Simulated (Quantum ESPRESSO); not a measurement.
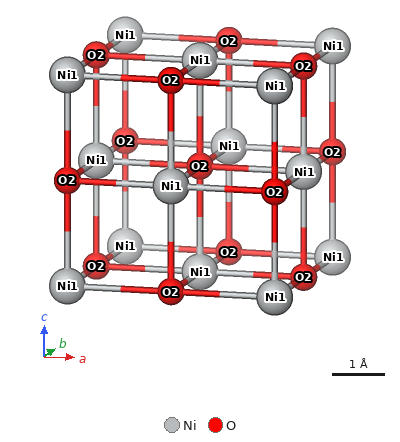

The input geometry (ball-and-stick view of the cell 4 times as large as that of the calculation, set on its symmetry axes, seen slightly off an axis; atoms are numbered from 1 in the order of the input). An atom can appear more than once, as a periodic image. Near neighbours in the periodic cell (some may lie outside the picture): Ni has 6 O at 2.09 Å; O has 6 Ni at 2.09 Å.

## NiO: optical-spectrum calculation (part 1 of 2)

System: NiO (Fm-3m, 2 atoms in the cell).
Method: Kohn-Sham DFT of a periodic cell, optB86b-vdW, DFT+U, PseudoDojo 0.4 SR PBE stringent, spin-polarised (Quantum ESPRESSO 7.5).

The structure derives from an entry of the Crystallography Open Database.

## What the program printed
```
This program is part of the open-source Quantum ESPRESSO suite
     for quantum simulation of materials; please cite
         "P. Giannozzi et al., J. Phys.:Condens. Matter 21 395502 (2009);
         "P. Giannozzi et al., J. Phys.:Condens. Matter 29 465901 (2017);
         "P. Giannozzi et al., J. Chem. Phys. 152 154105 (2020);
          URL
     in publications or presentations arising from this work. More details at

     IMPORTANT: XC functional enforced from input :
     Exchange-correlation= VDW-DF-OB86
                           (   1   4  24   0   1   0   0)
     Any further DFT definition will be discarded
     Please, verify this is what you really want

     G-vector sticks info
     --------------------
     sticks:   dense  smooth     PW     G-vecs:    dense   smooth      PW
     Sum         889     889    265                17477    17477    2891

     Using Slab Decomposition

     bravais-lattice index     =            0
     lattice parameter (alat)  =       5.5745  a.u.
     unit-cell volume          =     122.4921 (a.u.)^3
     number of atoms/cell      =            2
     number of atomic types    =            2
     number of electrons       =        24.00
     number of Kohn-Sham states=           35
     kinetic-energy cutoff     =     104.0000  Ry
     charge density cutoff     =     416.0000  Ry
     scf convergence threshold =      4.0E-10
     mixing beta               =       0.3000
     number of iterations used =            8  plain     mixing
     Exchange-correlation= VDW-DF-OB86
                           (   1   4  24   0   1   0   0)
     Hubbard projectors: atomic
     Hubbard parameters of DFT+U (Dudarev formulation) in eV:
     U(Ni-3d) =  4.0000

     Internal variables: lda_plus_u =T, lda_plus_u_kind = 0

     Internal variables: orbital_resolved =F, hub_pot_fix =F, apply_U = F

     celldm(1)=   5.574523  celldm(2)=   0.000000  celldm(3)=   0.000000
     celldm(4)=   0.000000  celldm(5)=   0.000000  celldm(6)=   0.000000

     crystal axes: (cart. coord. in units of alat)
               a(1) = (   0.000000   0.707107   0.707107 )
               a(2) = (   0.707107   0.000000   0.707107 )
               a(3) = (   0.707107   0.707107   0.000000 )

     reciprocal axes: (cart. coord. in units 2 pi/alat)
               b(1) = ( -0.707107  0.707107  0.707107 )
               b(2) = (  0.707107 -0.707107  0.707107 )
               b(3) = (  0.707107  0.707107 -0.707107 )

     PseudoPot. # 1 for Ni read from file:
     Ni.upf
     Pseudo is Norm-conserving + core correction, Zval = 18.0
     Generated using ONCVPSP code by D. R. Hamann
     Using radial grid of 1372 points,  6 beta functions with:
                l(1) =   0
                l(2) =   0
                l(3) =   1
                l(4) =   1
                l(5) =   2
                l(6) =   2

     PseudoPot. # 2 for O  read from file:
     O.upf
     Pseudo is Norm-conserving + core correction, Zval =  6.0
     Generated using ONCVPSP code by D. R. Hamann
     Using radial grid of  936 points,  5 beta functions with:
                l(1) =   0
                l(2) =   0
                l(3) =   1
                l(4) =   1
                l(5) =   2

     atomic species   valence    mass     pseudopotential
     Ni               18.00    58.69340     Ni( 1.00)
     O                 6.00    15.99900     O ( 1.00)

     Starting magnetic structure
     atomic species   magnetization
     Ni              0.056
     O               0.000

     No symmetry found

   Cartesian axes

     site n.     atom                  positions (alat units)
         1        Ni     tau(   1) = (   0.0000000   0.0000000   0.0000000  )
         2        O      tau(   2) = (   0.7071068   0.7071068   0.7071068  )

     number of k points=    64  Methfessel-Paxton smearing, width (Ry)=  0.0147
                       cart. coord. in units 2pi/alat
        k(    1) = (   0.0000000   0.0000000   0.0000000), wk =   0.0156250
        k(    2) = (   0.1767767   0.1767767  -0.1767767), wk =   0.0156250
        k(    3) = (  -0.3535534  -0.3535534   0.3535534), wk =   0.0156250
        k(    4) = (  -0.1767767  -0.1767767   0.1767767), wk =   0.0156250
        k(    5) = (   0.1767767  -0.1767767   0.1767767), wk =   0.0156250
        k(    6) = (   0.3535534   0.0000000   0.0000000), wk =   0.0156250
        k(    7) = (  -0.1767767  -0.5303301   0.5303301), wk =   0.0156250
        k(    8) = (   0.0000000  -0.3535534   0.3535534), wk =   0.0156250
        k(    9) = (  -0.3535534   0.3535534  -0.3535534), wk =   0.0156250
        k(   10) = (  -0.1767767   0.5303301  -0.5303301), wk =   0.0156250
        k(   11) = (  -0.7071068   0.0000000   0.0000000), wk =   0.0156250
        k(   12) = (  -0.5303301   0.1767767  -0.1767767), wk =   0.0156250
        k(   13) = (  -0.1767767   0.1767767  -0.1767767), wk =   0.0156250
        k(   14) = (   0.0000000   0.3535534  -0.3535534), wk =   0.0156250
        k(   15) = (  -0.5303301  -0.1767767   0.1767767), wk =   0.0156250
        k(   16) = (  -0.3535534   0.0000000   0.0000000), wk =   0.0156250
        k(   17) = (  -0.1767767   0.1767767   0.1767767), wk =   0.0156250
        k(   18) = (   0.0000000   0.3535534   0.0000000), wk =   0.0156250
        k(   19) = (  -0.5303301  -0.1767767   0.5303301), wk =   0.0156250
        k(   20) = (  -0.3535534   0.0000000   0.3535534), wk =   0.0156250
        k(   21) = (   0.0000000   0.0000000   0.3535534), wk =   0.0156250
        k(   22) = (   0.1767767   0.1767767   0.1767767), wk =   0.0156250
        k(   23) = (  -0.3535534  -0.3535534   0.7071068), wk =   0.0156250
        k(   24) = (  -0.1767767  -0.1767767   0.5303301), wk =   0.0156250
        k(   25) = (  -0.5303301   0.5303301  -0.1767767), wk =   0.0156250
        k(   26) = (  -0.3535534   0.7071068  -0.3535534), wk =   0.0156250
        k(   27) = (  -0.8838835   0.1767767   0.1767767), wk =   0.0156250
        k(   28) = (  -0.7071068   0.3535534   0.0000000), wk =   0.0156250
        k(   29) = (  -0.3535534   0.3535534   0.0000000), wk =   0.0156250
        k(   30) = (  -0.1767767   0.5303301  -0.1767767), wk =   0.0156250
        k(   31) = (  -0.7071068   0.0000000   0.3535534), wk =   0.0156250
        k(   32) = (  -0.5303301   0.1767767   0.1767767), wk =   0.0156250
        k(   33) = (   0.3535534  -0.3535534  -0.3535534), wk =   0.0156250
        k(   34) = (   0.5303301  -0.1767767  -0.5303301), wk =   0.0156250
        k(   35) = (   0.0000000  -0.7071068   0.0000000), wk =   0.0156250
        k(   36) = (   0.1767767  -0.5303301  -0.1767767), wk =   0.0156250
        k(   37) = (   0.5303301  -0.5303301  -0.1767767), wk =   0.0156250
        k(   38) = (   0.7071068  -0.3535534  -0.3535534), wk =   0.0156250
        k(   39) = (   0.1767767  -0.8838835   0.1767767), wk =   0.0156250
        k(   40) = (   0.3535534  -0.7071068   0.0000000), wk =   0.0156250
        k(   41) = (   0.0000000   0.0000000  -0.7071068), wk =   0.0156250
        k(   42) = (   0.1767767   0.1767767  -0.8838835), wk =   0.0156250
        k(   43) = (  -0.3535534  -0.3535534  -0.3535534), wk =   0.0156250
        k(   44) = (  -0.1767767  -0.1767767  -0.5303301), wk =   0.0156250
        k(   45) = (   0.1767767  -0.1767767  -0.5303301), wk =   0.0156250
        k(   46) = (   0.3535534   0.0000000  -0.7071068), wk =   0.0156250
        k(   47) = (  -0.1767767  -0.5303301  -0.1767767), wk =   0.0156250
        k(   48) = (   0.0000000  -0.3535534  -0.3535534), wk =   0.0156250
        k(   49) = (   0.1767767  -0.1767767  -0.1767767), wk =   0.0156250
        k(   50) = (   0.3535534   0.0000000  -0.3535534), wk =   0.0156250
        k(   51) = (  -0.1767767  -0.5303301   0.1767767), wk =   0.0156250
        k(   52) = (   0.0000000  -0.3535534   0.0000000), wk =   0.0156250
        k(   53) = (   0.3535534  -0.3535534   0.0000000), wk =   0.0156250
        k(   54) = (   0.5303301  -0.1767767  -0.1767767), wk =   0.0156250
        k(   55) = (   0.0000000  -0.7071068   0.3535534), wk =   0.0156250
        k(   56) = (   0.1767767  -0.5303301   0.1767767), wk =   0.0156250
        k(   57) = (  -0.1767767   0.1767767  -0.5303301), wk =   0.0156250
        k(   58) = (   0.0000000   0.3535534  -0.7071068), wk =   0.0156250
        k(   59) = (  -0.5303301  -0.1767767  -0.1767767), wk =   0.0156250
        k(   60) = (  -0.3535534   0.0000000  -0.3535534), wk =   0.0156250
        k(   61) = (   0.0000000   0.0000000  -0.3535534), wk =   0.0156250
        k(   62) = (   0.1767767   0.1767767  -0.5303301), wk =   0.0156250
        k(   63) = (  -0.3535534  -0.3535534   0.0000000), wk =   0.0156250
        k(   64) = (  -0.1767767  -0.1767767  -0.1767767), wk =   0.0156250

     Dense  grid:    17477 G-vectors     FFT dimensions: (  40,  40,  40)

     Generating pointlists ...
     new r_m :   0.2917 (alat units)  1.6260 (a.u.) for type    1
     new r_m :   0.2917 (alat units)  1.6260 (a.u.) for type    2

     Initial potential from superposition of free atoms

     starting charge      23.9998, renormalised to      24.0000

     %%%%%%%%%%%%%%%%%%%%%%%%%%%%%%%%%%%%%%%%%%%%%%%%%%%%%%%%%%%%%%%%%%%%%%%%
     %                                                                      %
     % You are using vdW-DF, which was implemented by the Thonhauser group. %
     % Please cite the following two papers that made this development      %
     % possible and the two reviews that describe the various versions:     %
     %                                                                      %
     %   T. Thonhauser et al., PRL 115, 136402 (2015).                      %
     %   T. Thonhauser et al., PRB 76, 125112 (2007).                       %
     %   K. Berland et al., Rep. Prog. Phys. 78, 066501 (2015).             %
     %   D.C. Langreth et al., J. Phys.: Condens. Matter 21, 084203 (2009). %
     %                                                                      %
     % If you are calculating stress with vdW-DF, please also cite:         %
     %                                                                      %
     %   R. Sabatini et al., J. Phys.: Condens. Matter 24, 424209 (2012).   %
     %   C.M. Frostenson et al., Electr. Struct. 4, 014001 (2022).          %
     %                                                                      %
     %%%%%%%%%%%%%%%%%%%%%%%%%%%%%%%%%%%%%%%%%%%%%%%%%%%%%%%%%%%%%%%%%%%%%%%%

     %%%%%%%%%%%%%%%%%%%%%%%%%%%%%%%%%%%%%%%%%%%%%%%%%%%%%%%%%%%%%%%%%%%%%%%%
     %                                                                      %
     %  vdW-DF NEWS:                                                        %
     %                                                                      %
     %  * vdW-DF3 is now available. DOI: 10.1021/acs.jctc.0c00471           %
     %    use with input_dft = 'vdW-DF3-opt1' or 'vdW-DF3-opt2'             %
     %                                                                      %
     %  * Unscreened and range-separated hybrid vdW-DF-cx functionals       %
     %    DOI: 10.1063/1.4986522 and 10.1088/1361-648X/ac2ad2               %
     %    use with input_dft = 'vdW-DF-cx0'    and 'vdW-DF-ahcx'            %
     %  * Unscreened and range-separated hybrid vdW-DF2-b86r functionals    %
     %    DOI: 10.1063/1.4986522 and DOI: 10.1103/PhysRevX.12.041003        %
     %    use with input_dft = 'vdW-DF2-br0' and 'vdW-DF2-ahbr'             %
     %                                                                      %
     %%%%%%%%%%%%%%%%%%%%%%%%%%%%%%%%%%%%%%%%%%%%%%%%%%%%%%%%%%%%%%%%%%%%%%%%

     STARTING HUBBARD OCCUPATIONS:

     =================== HUBBARD OCCUPATIONS ===================
     ------------------------ ATOM    1 ------------------------
     Tr[ns(  1)] (up, down, total) =   5.00000  3.00000  8.00000
     Atomic magnetic moment for atom   1 =   2.00000
     SPIN  1
     eigenvalues:
       1.000  1.000  1.000  1.000  1.000
     eigenvectors (columns):
       1.000  0.000  0.000  0.000  0.000
       0.000  1.000  0.000  0.000  0.000
       0.000  0.000  1.000  0.000  0.000
       0.000  0.000  0.000  1.000  0.000
       0.000  0.000  0.000  0.000  1.000
     occupation matrix ns (before diag.):
       1.000  0.000  0.000  0.000  0.000
       0.000  1.000  0.000  0.000  0.000
       0.000  0.000  1.000  0.000  0.000
       0.000  0.000  0.000  1.000  0.000
       0.000  0.000  0.000  0.000  1.000
     SPIN  2
     eigenvalues:
       0.600  0.600  0.600  0.600  0.600
     eigenvectors (columns):
       1.000  0.000  0.000  0.000  0.000
       0.000  1.000  0.000  0.000  0.000
       0.000  0.000  1.000  0.000  0.000
       0.000  0.000  0.000  1.000  0.000
       0.000  0.000  0.000  0.000  1.000
     occupation matrix ns (before diag.):
       0.600  0.000  0.000  0.000  0.000
       0.000  0.600  0.000  0.000  0.000
       0.000  0.000  0.600  0.000  0.000
       0.000  0.000  0.000  0.600  0.000
       0.000  0.000  0.000  0.000  0.600

     Number of occupied Hubbard levels =    8.0000

     Atomic wfc used for Hubbard projectors are NOT orthogonalized

     Starting wfcs are random

     Self-consistent Calculation

     iteration #  1     ecut=   104.00 Ry     beta= 0.30
     Davidson diagonalization with overlap
     ethr =  1.00E-02,  avg # of iterations =  8.1

     =================== HUBBARD OCCUPATIONS ===================
     ------------------------ ATOM    1 ------------------------
     Tr[ns(  1)] (up, down, total) =   4.86112  3.81741  8.67853
     Atomic magnetic moment for atom   1 =   1.04371
     SPIN  1
     eigenvalues:
       0.935  0.935  0.997  0.997  0.997
     eigenvectors (columns):
       0.993 -0.119 -0.000  0.000  0.000
       0.000  0.000  0.801 -0.437  0.410
      -0.000 -0.000 -0.599 -0.606  0.523
       0.119  0.993 -0.000  0.000  0.000
       0.000  0.000  0.020 -0.665 -0.747
     occupation matrix ns (before diag.):
       0.935 -0.000  0.000 -0.000 -0.000
      -0.000  0.997  0.000 -0.000 -0.000
       0.000  0.000  0.997  0.000 -0.000
      -0.000 -0.000  0.000  0.935 -0.000
      -0.000 -0.000 -0.000 -0.000  0.997
     SPIN  2
     eigenvalues:
       0.446  0.446  0.975  0.975  0.976
     eigenvectors (columns):
       0.341  0.940  0.000 -0.000  0.000
      -0.000 -0.000  0.525  0.572  0.630
      -0.000 -0.000  0.846 -0.434 -0.310
       0.940 -0.341  0.000 -0.000  0.000
      -0.000 -0.000 -0.096 -0.696  0.712
     occupation matrix ns (before diag.):
       0.446  0.000  0.000 -0.000  0.000
       0.000  0.975 -0.000  0.000  0.000
       0.000 -0.000  0.975  0.000  0.000
      -0.000  0.000  0.000  0.446  0.000
       0.000  0.000  0.000  0.000  0.975

     Number of occupied Hubbard levels =    8.6785

     WARNING!!! Modifying starting ns matrices according to input values
```
